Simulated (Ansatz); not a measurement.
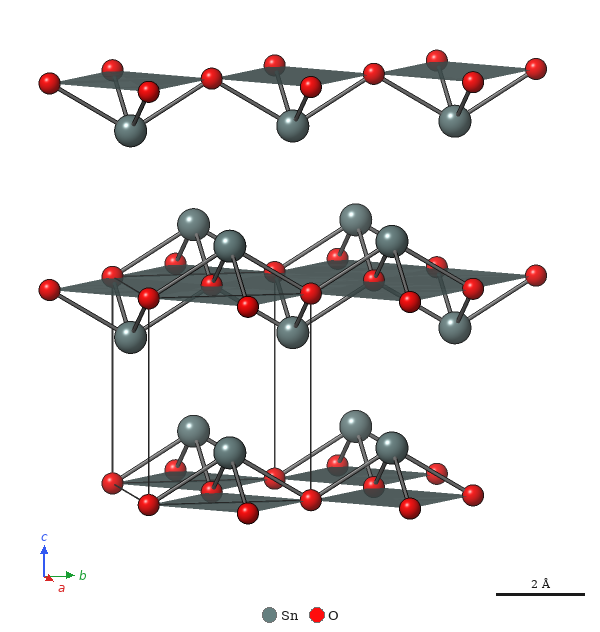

The starting point is crystalline SnO (built on the database structure type). The picture is a polyhedral view of the cell of the calculation, repeated 1 × 2 × 2 with one cell outlined, seen slightly off an axis.

All numbers below come from DFT, PBE, plane waves, PAW (Ansatz 0.2.0). (plane-wave cutoff 420 eV; k-point mesh 6 × 6 × 6; occupations fermi dirac; smearing width 0.02 eV; no spin polarisation)

Now this is done to it. All lengths are scaled by +4.0 % (volume +12.5 %) and the Sn atoms are displaced by 0.09 Å relative to the cell. No relaxation follows.

> What does the calculation give for the changed structure?

Among the bonded contacts that change: O–Sn 2.216 → 2.261 Å. The space group stays P4/nmm (No. 129). It lowers the energy by 10.6 meV per atom. The pressure goes from 5.4 to −0.4 GPa. The principal stresses (compression positive) are 1.9 GPa along c and −1.5 GPa across it. The largest forces, 0.42 eV/Å, act on 2 Sn atoms of the calculation's cell. The forces point straight back along the displacements (cosine −1.00).

Drawn alike, the variant:

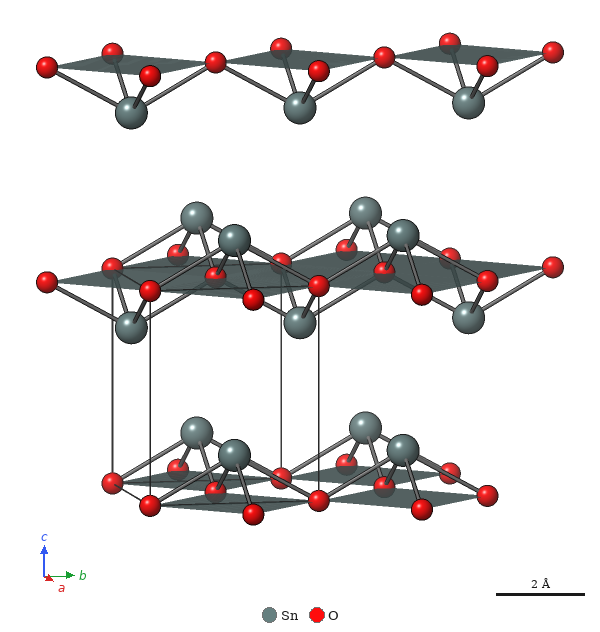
